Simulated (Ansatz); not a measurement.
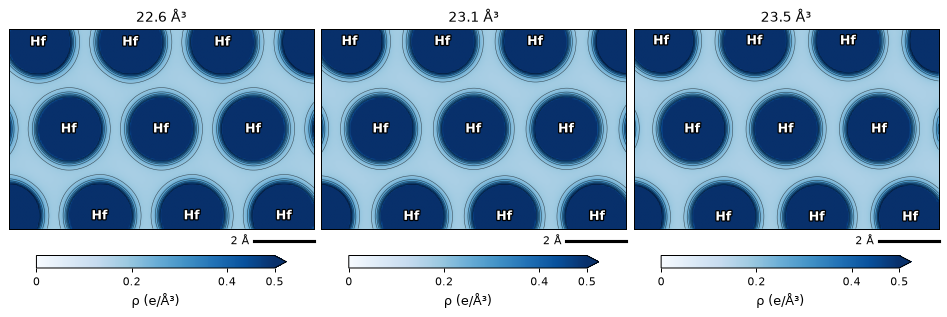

Hf. The valence electron density of cells scaled evenly to different volumes (given per atom above each panel), on the (001) plane of each (indices in the axes of the cell below), at one length scale and on one colour scale.

Computed with Ansatz, Kohn-Sham DFT of a periodic cell, r2SCAN, Ansatz PAW.

Core electrons are frozen (PAW), and the valence fields are smoothed inside the atomic spheres.

The largest cell:

```cif
data_structure
_symmetry_space_group_name_H-M 'P 1'
_symmetry_Int_Tables_number 1
_cell_length_a 3.1675
_cell_length_b 3.1675
_cell_length_c 3.1675
_cell_angle_alpha 109.471
_cell_angle_beta 109.471
_cell_angle_gamma 109.471
_cell_volume 24.46
loop_
_atom_site_label
_atom_site_type_symbol
_atom_site_fract_x
_atom_site_fract_y
_atom_site_fract_z
_atom_site_occupancy
Hf1 Hf 0.00000 0.00000 0.00000 1
```

| volume (Å³/atom) | Hf–Hf contact in the plane (Å) | ρ at its midpoint (e/Å³) | pressure (GPa) | 
| --- | --- | --- | --- |
| 22.58 | 3.084 | 0.186 | −1.8 | 
| 23.05 | 3.105 | 0.181 | −3.7 | 
| 23.52 | 3.126 | 0.177 | −5.5 | 
| 23.99 | 3.147 | ? | ? | 
| 24.46 | 3.167 | 0.169 | −8.6 | 

What values belong in the row with question marks?

Answer. Over the known rows ln ρ falls by 1.14 per Å of Hf–Hf distance (a least-squares line), which gives 0.173 e/Å³ at 3.147 Å; the calculation gives 0.173 e/Å³. For the pressure, a straight line in volume between the neighbouring rows gives −7.0 GPa; the calculation gives −7.1.
